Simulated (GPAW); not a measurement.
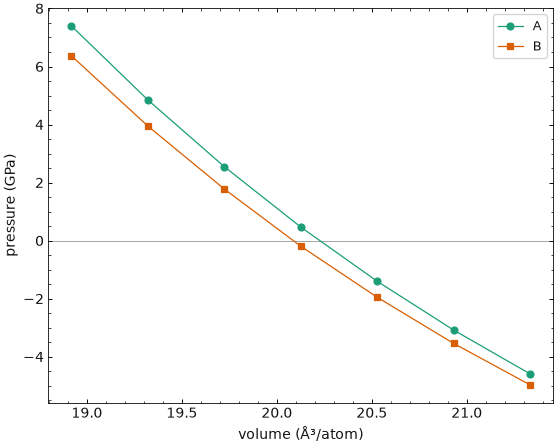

The plot gives the computed pressure against volume, with one curve for each functional, for Si (space group P6_3/mmc). The labels are replaced by letters. In alphabetical order the cases are: PBEsol; r2SCAN.

Calculation (GPAW 26.7.0): PAW DFT in plane waves, on a grid or in atomic orbitals, no spin polarisation; energies at scaled volumes of the given cell, shape and fractions fixed, counted from the fit's minimum, third-order Birch-Murnaghan fit. All runs: no spin polarisation.

| setting | value |
| --- | --- |
| occupations | Fermi–Dirac |
| smearing width | 0.05 eV |
| wave cutoff | 600 eV |

### Which letter stands for which functional?

A: r2SCAN; B: PBEsol.

Caveats: shape and atomic fractions are frozen while scaling, which makes layered, chain and framework solids too stiff.
